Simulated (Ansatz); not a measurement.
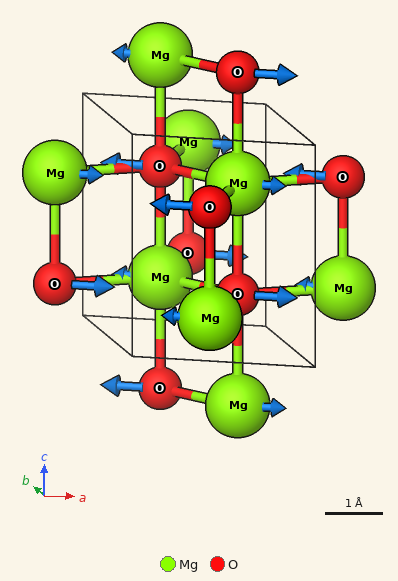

One vibrational mode of crystalline MgO relaxed at 18 GPa at the zone centre. The blue arrows are the displacements of the atoms (eigenvector over the root of the mass), of arbitrary overall length and sign. A ball-and-stick model of the cell of the calculation, seen slightly off an axis.

Level of theory: DFT PBEsol, scalar-relativistic, plane waves, PAW in Ansatz. Set-up: plane-wave cutoff 420 eV; k-point mesh 12 × 12 × 6; occupations fixed; target pressure 18 GPa; no spin polarisation.

Frequencies are those without the non-analytic (LO–TO) term.

Give the symmetry, activity and frequency of this mode.

This is the E₂g mode (doubly degenerate; one member of the set is drawn) at 75.4 meV, optical level 5 of 6, counted from below, Raman-active by symmetry. All motion is along a; atoms of one kind move against one another, with no net shift of any sublattice; it stretches the shortest Mg–O bonds (1.94 Å); the kinetic energy is shared as O 69 %, Mg 31 %.
